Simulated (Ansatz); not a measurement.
## Sc: nudged elastic band (part 1 of 2)

System: Sc (P6₃/mmc, 2 atoms in the cell).
Method: DFT, LDA, all-electron LAPW, scalar-relativistic, no spin polarisation (Ansatz 0.2.0).

The structure derives from an entry of the Crystallography Open Database. It belongs to a series of runs on one base structure; here: atoms 2 slide by one cell vector b, LAPW in place of PAW files. Figures and captions count atoms from 1; the log counts them from 0 in places.

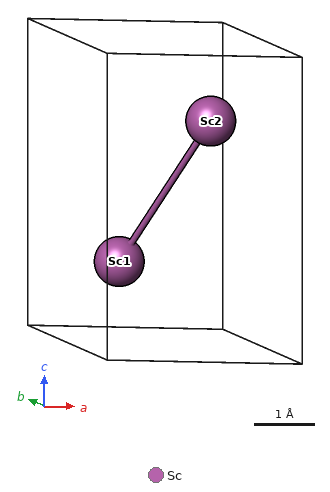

*The starting structure (ball-and-stick view of the cell of the calculation, seen slightly off an axis; atoms are numbered from 1 in the order of the input). An atom can appear more than once, as a periodic image.*

Near neighbours in the periodic cell (some may lie outside the picture): Sc has 12 Sc at 3.26 to 3.31 Å.

## Input file
```yaml
crystal:
  lattice:
    - [3.309, 0.0, 0.0]
    - [-1.6545, 2.8656780611, 0.0]
    - [0.0, 0.0, 5.2733]
  atoms:
    - { symbol: Sc, position: [0.3333333333, 0.6666666667, 0.25] }
    - { symbol: Sc, position: [0.6666666667, 0.3333333333, 0.75] }
kpoints:
  mp_grid: { grid: [8, 8, 4] }
scf:
  occupations: { method: fermi_dirac, width: 0.05 }
hamiltonian:
  xc: lda
  pseudopotentials: { kind: all_electron, lapw: { basis_error: 0.001 } }
output:
  forces: true
neb:
  images: 3
  f_tol: 0.05
  max_iterations: 40
  relax_end_points: true
  final_atoms:
    - { symbol: Sc, position: [0.3333333333, 0.6666666667, 0.25] }
    - { symbol: Sc, position: [0.6666666667, 1.3333333333, 0.75] }
```

Launched with:
```bash
ansatz run input.yaml --threads 4 --pin off --max-ram 4096MiB --backend cpu --events-out ev --progress --plain --runs-dir out
```

## Log
```
Warning: neb: disabling space-group detection — the band's intermediate images generally break the endpoint symmetry, so no spatial operation reduces the k-mesh or symmetrises the density, except that a semilocal band can use its path's symmetry ahead of convergence; time reversal is kept, so that k and −k are solved as one point where they differ and the mesh holds both, and exact exchange and, on two spinor components, a DFT+U term hold to it where the run has them: on two components no moment then forms, and a state that bears one, which a typed moment (crystal.atoms[].spin; refused beside efield: under a hybrid functional) reaches, can lie lower, under hf by electronvolts; crystal.symmetry.detect: false (a key that needs symmetry detection or time reversal refuses this as the deck is read) with time_reversal: false beside it drops time reversal too
Warning: between the path's two end points as given, atom 1 moves 3.309 Å, but a periodic copy of its final position lies 0.000 Å from its initial position (atoms with a nearer copy: 1). The path is placed between the positions as given. If the final geometry was wrapped back into the cell, it goes the long way round and its barrier is wrong: give each position of final_atoms that was wrapped, be it another atom's, in the copy that is meant, in a crystal or on a slab the one nearest to the atom's initial position, of atoms alone in their cell the one beside the others as in crystal.atoms, all in one place with crystal.atoms. If the atom really moves that far, or all atoms stand shifted by as much, ignore this warning
LAPW: plane waves up to 6.819 Å⁻¹, error target 1.0e-3 eV per atom; small_component_spin mean_spin; Sc in spheres of 1.579 Å, 11 of its electrons in bands, Dirac shells [] (how accurate: hamiltonian.pseudopotentials.lapw.basis_error, Limitations)
Engine: ansatz 0.2.0, aarch64-unknown-linux-gnu
Pseudopotentials: kind: all_electron
Pseudopotential: Sc, LAPW, valence charge 11, lapw/all_electron/scalar/gaussian/Sc, Koelling and Harmon's equation, gaussian nucleus
Functional definition: SPW92
  exchange = slater_x
  correlation = pw_c
parallel-image band execution: 3 concurrent image workers
the walk goes on from step 0 on a new basis, cutoff 232.6 eV. Why: the LAPW basis doesn't serve this geometry: the muffin-tin spheres of Sc and Sc overlap: the atoms stand 2.924 Å apart, and the radii add up to 3.158 Å
parallel-image band execution: 3 concurrent image workers
NEB image 0
Crystal: 2 atoms, lattice volume = 50.004 Å³
Basis set: ecut = 232.6247602386796 eV, 391 PW (Γ), exchange–correlation at level 2
Bands: 15, of which v1, the nominal top of the filled ones, is band 11 counted from 1 (10 counted from 0)
Symmetry: 1 space group operations
k-points: 132 of 256 (time reversal used)
Non-local potential: Sc, projectors of the file, none
Initial density: superposition of atomic densities (chi_scale 0.1, normalization cell)
Initial wavefunctions: plane waves of lowest kinetic energy (no species holds an atomic orbital)
Functional: x = slater, c = lda
iter 1 solved again at ethr=5.86e-4 eV; its pass at ethr=1.00e-1 eV (dr2=1.29e-1 eV) is discarded
SCF iter   1: F=—  HF=-41497.720384 eV  |F-HF|=—  |Δ(HF+E_count)|=         —  Δρ=1.47e-2  dr2=1.29e-1  ethr=5.86e-4  ⟨swp⟩=2.8  Hψ=14239  notcnv=0
preconditioner: auto → none  [metal: Δε(μ)=0.071 eV  Ē_g=2.577 eV  σ=0.050 eV  W_gap=0.31  n_scr=8 (ndim 8)  ℏωp=12.9 eV  f_vac=0.000  D(μ)=3.35/eV (n_scr^D=34)  sad-step TF]
SCF iter   2: F=—  HF=-41497.634464 eV  |F-HF|=—  |Δ(HF+E_count)|=   8.59e-2  Δρ=7.20e-3  dr2=3.27e-2  ethr=5.86e-4  ⟨swp⟩=2.9  Hψ=7327  notcnv=0
SCF iter   3: F=—  HF=-41497.632906 eV  |F-HF|=—  |Δ(HF+E_count)|=   1.56e-3  Δρ=2.92e-3  dr2=5.40e-3  ethr=1.49e-4  ⟨swp⟩=2.0  Hψ=6439  notcnv=0
iter 4 solved again at ethr=8.42e-9 eV; its pass at ethr=2.46e-5 eV (dr2=1.85e-6 eV) is discarded
SCF iter   4: F=—  HF=-41497.633178 eV  |F-HF|=—  |Δ(HF+E_count)|=   2.72e-4  Δρ=7.88e-5  dr2=1.81e-6  ethr=8.42e-9  ⟨swp⟩=3.6  Hψ=11054  notcnv=0
SCF iter   5: F=-41497.633170 eV  HF=-41497.633170 eV  |F-HF|=2.82e-8  |Δ(HF+E_count)|=   7.73e-6  Δρ=1.12e-5  dr2=8.24e-8  ethr=8.25e-9  ⟨swp⟩=3.0  Hψ=6932  notcnv=0
SCF 1 converged in 5 iterations: F = -41497.633170 eV  dr2 = 8.24e-8
NSCF: frozen V_eff on 132 k-points
NEB image 4
iter 1 solved again at ethr=5.86e-4 eV; its pass at ethr=1.00e-1 eV (dr2=1.29e-1 eV) is discarded
SCF iter   1: F=—  HF=-41497.720384 eV  |F-HF|=—  |Δ(HF+E_count)|=         —  Δρ=1.47e-2  dr2=1.29e-1  ethr=5.86e-4  ⟨swp⟩=2.8  Hψ=14239  notcnv=0
SCF iter   2: F=—  HF=-41497.634464 eV  |F-HF|=—  |Δ(HF+E_count)|=   8.59e-2  Δρ=7.20e-3  dr2=3.27e-2  ethr=5.86e-4  ⟨swp⟩=2.9  Hψ=7327  notcnv=0
SCF iter   3: F=—  HF=-41497.632906 eV  |F-HF|=—  |Δ(HF+E_count)|=   1.56e-3  Δρ=2.92e-3  dr2=5.40e-3  ethr=1.49e-4  ⟨swp⟩=2.0  Hψ=6439  notcnv=0
iter 4 solved again at ethr=8.42e-9 eV; its pass at ethr=2.46e-5 eV (dr2=1.85e-6 eV) is discarded
SCF iter   4: F=—  HF=-41497.633178 eV  |F-HF|=—  |Δ(HF+E_count)|=   2.72e-4  Δρ=7.88e-5  dr2=1.81e-6  ethr=8.42e-9  ⟨swp⟩=3.6  Hψ=11054  notcnv=0
SCF iter   5: F=-41497.633170 eV  HF=-41497.633170 eV  |F-HF|=2.82e-8  |Δ(HF+E_count)|=   7.73e-6  Δρ=1.12e-5  dr2=8.24e-8  ethr=8.25e-9  ⟨swp⟩=3.0  Hψ=6932  notcnv=0
SCF 2 converged in 5 iterations: F = -41497.633170 eV  dr2 = 8.24e-8
[... from here on the iterations of each SCF are left out, up to the last one ...]
NSCF: frozen V_eff on 132 k-points
NEB end point (image 0): max|allowed force component| = 1.520e-4 eV/Å (the criterion of neb.relax_end_points is 1.000e-2)
NEB end point (image 4): max|allowed force component| = 1.520e-4 eV/Å (the criterion of neb.relax_end_points is 1.000e-2)
NEB image 0, for its relaxation
Initial density: handed on by an earlier stage of this run
Initial wavefunctions: those handed on with the density
preconditioner: auto → none  [metal: Δε(μ)=0.044 eV  Ē_g=2.422 eV  σ=0.050 eV  W_gap=0.22  n_scr=8 (ndim 8)  ℏωp=12.9 eV  f_vac=0.000  D(μ)=3.55/eV (n_scr^D=36)]
SCF 3 converged in 2 iterations: F = -41497.633170 eV  dr2 = 2.13e-8
NEB image 0, for its relaxation
preconditioner: auto → none  [metal: Δε(μ)=0.041 eV  Ē_g=2.422 eV  σ=0.050 eV  W_gap=0.20  n_scr=8 (ndim 8)  ℏωp=12.9 eV  f_vac=0.000  D(μ)=3.55/eV (n_scr^D=36)]
SCF 4 converged in 6 iterations: F = -41497.633018 eV  dr2 = 9.53e-11
NEB image 0, for its relaxation
SCF 5 converged in 8 iterations: F = -41497.633018 eV  dr2 = 7.69e-13
NEB image 0, for its relaxation
preconditioner: auto → none  [metal: Δε(μ)=0.040 eV  Ē_g=2.422 eV  σ=0.050 eV  W_gap=0.20  n_scr=8 (ndim 8)  ℏωp=12.9 eV  f_vac=0.000  D(μ)=3.55/eV (n_scr^D=36)]
SCF 6 converged in 7 iterations: F = -41497.633018 eV  dr2 = 8.74e-11
NEB image 0, for its relaxation
SCF 7 converged in 8 iterations: F = -41497.633019 eV  dr2 = 3.33e-12
NEB image 0, for its relaxation
preconditioner: auto → none  [metal: Δε(μ)=0.036 eV  Ē_g=2.421 eV  σ=0.050 eV  W_gap=0.18  n_scr=8 (ndim 8)  ℏωp=12.9 eV  f_vac=0.000  D(μ)=3.57/eV (n_scr^D=36)]
SCF 8 converged in 9 iterations: F = -41497.632880 eV  dr2 = 5.27e-11
NEB image 0, for its relaxation
preconditioner: auto → none  [metal: Δε(μ)=0.027 eV  Ē_g=2.421 eV  σ=0.050 eV  W_gap=0.13  n_scr=8 (ndim 8)  ℏωp=12.9 eV  f_vac=0.000  D(μ)=3.60/eV (n_scr^D=36)]
SCF 9 converged in 8 iterations: F = -41497.632880 eV  dr2 = 4.07e-11
NEB image 0, for its relaxation
preconditioner: auto → none  [metal: Δε(μ)=0.044 eV  Ē_g=2.422 eV  σ=0.050 eV  W_gap=0.21  n_scr=8 (ndim 8)  ℏωp=12.9 eV  f_vac=0.000  D(μ)=3.56/eV (n_scr^D=36)]
SCF 10 converged in 4 iterations: F = -41497.633170 eV  dr2 = 8.86e-8
NEB image 0
SCF 11 converged in 4 iterations: F = -41497.633170 eV  dr2 = 9.57e-10
NSCF: frozen V_eff on 132 k-points
NEB end point (image 0): relaxed in 52 SCF iterations, 0.000000 eV lower, largest move of an atom 0.000 Å; tested for a saddle point, 0 escaped on the way
NEB image 4, for its relaxation
SCF 12 converged in 2 iterations: F = -41497.633170 eV  dr2 = 2.13e-8
NEB image 4, for its relaxation
SCF 13 converged in 6 iterations: F = -41497.633018 eV  dr2 = 7.56e-11
NEB image 4, for its relaxation
SCF 14 converged in 7 iterations: F = -41497.633018 eV  dr2 = 8.51e-11
NEB image 4, for its relaxation
SCF 15 converged in 8 iterations: F = -41497.633018 eV  dr2 = 1.10e-12
NEB image 4, for its relaxation
SCF 16 converged in 8 iterations: F = -41497.633019 eV  dr2 = 2.18e-12
NEB image 4, for its relaxation
SCF 17 converged in 9 iterations: F = -41497.632880 eV  dr2 = 2.44e-11
NEB image 4, for its relaxation
SCF 18 converged in 9 iterations: F = -41497.632880 eV  dr2 = 2.77e-12
NEB image 4, for its relaxation
SCF 19 converged in 4 iterations: F = -41497.633170 eV  dr2 = 7.69e-8
NEB image 4
SCF 20 converged in 2 iterations: F = -41497.633170 eV  dr2 = 9.91e-8
NSCF: frozen V_eff on 132 k-points
NEB end point (image 4): relaxed in 53 SCF iterations, -0.000000 eV lower, largest move of an atom 0.000 Å; tested for a saddle point, 0 escaped on the way
NEB image 1
Symmetry: 2 space group operations
k-points: 102 of 256 (time reversal used)
preconditioner: auto → none  [metal: Δε(μ)=0.002 eV  Ē_g=2.543 eV  σ=0.050 eV  W_gap=0.01  n_scr=8 (ndim 8)  ℏωp=12.9 eV  f_vac=0.000  D(μ)=4.65/eV (n_scr^D=54)  sad-step TF]
SCF 21 converged in 8 iterations: F = -41497.294466 eV  dr2 = 4.77e-9
NEB image 2
preconditioner: auto → none  [metal: Δε(μ)=0.028 eV  Ē_g=2.533 eV  σ=0.050 eV  W_gap=0.14  n_scr=8 (ndim 8)  ℏωp=12.9 eV  f_vac=0.000  D(μ)=4.98/eV (n_scr^D=66)  sad-step TF]
SCF 22 converged in 7 iterations: F = -41497.064885 eV  dr2 = 2.19e-8
NEB image 3
SCF 23 converged in 7 iterations: F = -41497.294466 eV  dr2 = 7.46e-8
NEB iter   1: max|band force component| = 8.383e-1 eV/Å  barrier→ = 0.5683 eV  barrier← = 0.5683 eV  Δτ_max = 0.1828 Å  (38 SCF iters)
NEB image 1
preconditioner: auto → none  [metal: Δε(μ)=0.019 eV  Ē_g=2.425 eV  σ=0.050 eV  W_gap=0.10  n_scr=8 (ndim 8)  ℏωp=12.9 eV  f_vac=0.000  D(μ)=4.65/eV (n_scr^D=54)]
SCF 24 converged in 7 iterations: F = -41497.363888 eV  dr2 = 8.18e-9
NEB image 2
preconditioner: auto → none  [metal: Δε(μ)=0.017 eV  Ē_g=2.410 eV  σ=0.050 eV  W_gap=0.08  n_scr=8 (ndim 8)  ℏωp=12.9 eV  f_vac=0.000  D(μ)=4.66/eV (n_scr^D=54)]
SCF 25 converged in 8 iterations: F = -41497.391642 eV  dr2 = 1.48e-8
NEB image 3
SCF 26 converged in 6 iterations: F = -41497.363888 eV  dr2 = 2.90e-8
NEB iter   2: max|band force component| = 6.597e-1 eV/Å  barrier→ = 0.2693 eV  barrier← = 0.2693 eV  Δτ_max = 0.1899 Å  (21 SCF iters)
[... from here on the SCF iterations and repeated set-up lines of each step are left out, up to the last step ...]
NEB image 1
SCF 27 converged in 6 iterations: F = -41497.361551 eV  dr2 = 2.49e-8
NEB image 2
SCF 28 converged in 6 iterations: F = -41497.600067 eV  dr2 = 7.58e-8
NEB image 3
SCF 29 converged in 6 iterations: F = -41497.361551 eV  dr2 = 1.32e-8
NEB iter   3: max|band force component| = 2.657e-1 eV/Å  barrier→ = 0.2716 eV  barrier← = 0.2716 eV  CI = image 3  Δτ_max = 0.1212 Å  (18 SCF iters)
NEB image 1
SCF 30 converged in 6 iterations: F = -41497.360099 eV  dr2 = 6.38e-8
NEB image 2
SCF 31 converged in 6 iterations: F = -41497.632360 eV  dr2 = 6.50e-9
NEB image 3
SCF 32 converged in 6 iterations: F = -41497.359801 eV  dr2 = 3.99e-8
NEB iter   4: max|band force component| = 4.160e-2 eV/Å  barrier→ = 0.2734 eV  barrier← = 0.2734 eV  CI = image 3  Δτ_max = 0.0000 Å  (18 SCF iters)
NEB image 1
SCF 33 converged in 3 iterations: F = -41497.360099 eV  dr2 = 3.84e-10
NEB image 2
SCF 34 converged in 2 iterations: F = -41497.632360 eV  dr2 = 2.46e-9
NEB image 3
SCF 35 converged in 3 iterations: F = -41497.359801 eV  dr2 = 1.14e-10
NEB iter   5: max|band force component| = 4.159e-2 eV/Å  barrier→ = 0.2734 eV  barrier← = 0.2734 eV  CI = image 3  Δτ_max = 0.0125 Å  (8 SCF iters)
NEB image 3
preconditioner: auto → none  [metal: Δε(μ)=0.004 eV  Ē_g=2.428 eV  σ=0.050 eV  W_gap=0.02  n_scr=8 (ndim 8)  ℏωp=12.9 eV  f_vac=0.000  D(μ)=4.94/eV (n_scr^D=66)]
SCF 36 converged in 5 iterations: F = -41497.360023 eV  dr2 = 4.93e-9
NEB image 1
NSCF: frozen V_eff on 132 k-points
NEB image 2
NSCF: frozen V_eff on 132 k-points
NEB image 3
NSCF: frozen V_eff on 132 k-points
the band table was solved once a step of the walk had ended and its energy, with any forces and stress, was formed, with the checks that follow a solve (23585 applications of the Hamiltonian). They found nothing against the state; the energy, forces and stress were not computed again (output.eigenvalues in the input reference)
```
